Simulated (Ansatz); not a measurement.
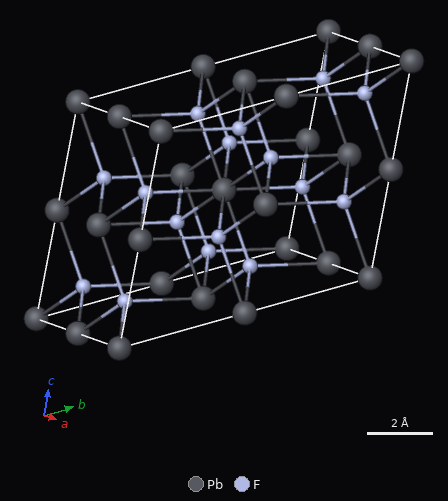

Starting frame of a dynamics run of a 24-atom cell of PbF$_{2}$ (built on the fluorite type). A ball-and-stick model of the reduced simulation cell, seen slightly off an axis. Bonds to atoms that aren't drawn are left out. Lengths and directions refer to the drawn axes.

Computed with DFT, PBEsol, plane waves, PAW (Ansatz).

Input file:
```yaml
crystal:
  lattice:
    - [0.0, 5.9208777827, 5.9208777827]
    - [5.9208777827, 0.0, 5.9208777827]
    - [5.9208777827, 5.9208777827, 0.0]
  atoms:
    - { symbol: Pb, position: [0.0, 0.0, 0.0] }
    - { symbol: F, position: [0.125, 0.125, 0.125] }
    - { symbol: F, position: [0.375, 0.375, 0.375] }
    - { symbol: Pb, position: [0.0, 0.0, 0.5] }
    - { symbol: F, position: [0.125, 0.125, 0.625] }
    - { symbol: F, position: [0.375, 0.375, 0.875] }
    - { symbol: Pb, position: [0.0, 0.5, 0.0] }
    - { symbol: F, position: [0.125, 0.625, 0.125] }
    - { symbol: F, position: [0.375, 0.875, 0.375] }
    - { symbol: Pb, position: [0.0, 0.5, 0.5] }
    - { symbol: F, position: [0.125, 0.625, 0.625] }
    - { symbol: F, position: [0.375, 0.875, 0.875] }
    - { symbol: Pb, position: [0.5, 0.0, 0.0] }
    - { symbol: F, position: [0.625, 0.125, 0.125] }
    - { symbol: F, position: [0.875, 0.375, 0.375] }
    - { symbol: Pb, position: [0.5, 0.0, 0.5] }
    - { symbol: F, position: [0.625, 0.125, 0.625] }
    - { symbol: F, position: [0.875, 0.375, 0.875] }
    - { symbol: Pb, position: [0.5, 0.5, 0.0] }
    - { symbol: F, position: [0.625, 0.625, 0.125] }
    - { symbol: F, position: [0.875, 0.875, 0.375] }
    - { symbol: Pb, position: [0.5, 0.5, 0.5] }
    - { symbol: F, position: [0.625, 0.625, 0.625] }
    - { symbol: F, position: [0.875, 0.875, 0.875] }
kpoints:
  mp_grid: { grid: [2, 2, 2] }
hamiltonian:
  xc: pbesol
scf:
  occupations: { method: fermi_dirac, width: 0.146 }
md:
  ensemble: nve
  temperature: 1700
  timestep: 2.0
  n_steps: 40
  initial_velocities: maxwell_boltzmann
  seed: 3162
```

Command:
```bash
ansatz run input.yaml --threads 4 --pin off --max-ram 3686MiB --backend cpu --events-out ev --progress --plain --runs-dir out
```

Question: Predict how the run goes.

Answer: Over the second half the temperature averages 600 K (spread ±58 K). The first frame carries almost no forces, so kinetic energy first flows into potential energy: the temperature drops from 1700 to 539 K within 56 fs, and without a thermostat its mean stays below the start. The potential energy in the second half lies on average 136 meV per atom above the first frame. Root-mean-square distances from the starting positions over the second half, with the common drift of all atoms taken out: F 0.47 Å, Pb 0.22 Å. The run lasts only 80 fs, too short to tell vibration from diffusion.

Along the run (each row but the first and the last is the mean over the interval that it begins):

```csv
time (fs),potential energy (meV/atom),T (K)
0.0,0.0,1700
10.0,34.5,1422
20.0,79.9,1056
30.0,117.2,755
40.0,136.4,600
50.0,143.2,545
60.0,140.8,565
70.0,128.6,662
80.0,119.5,736
```

The paths of the atoms:

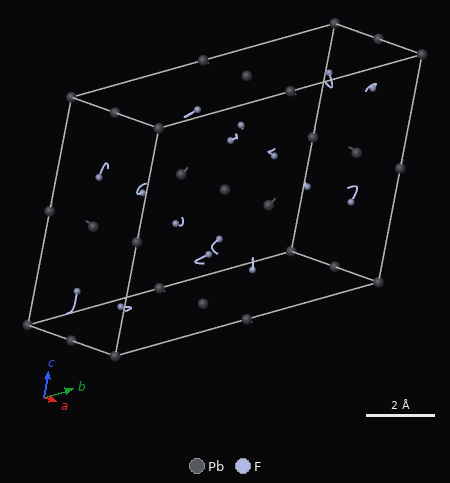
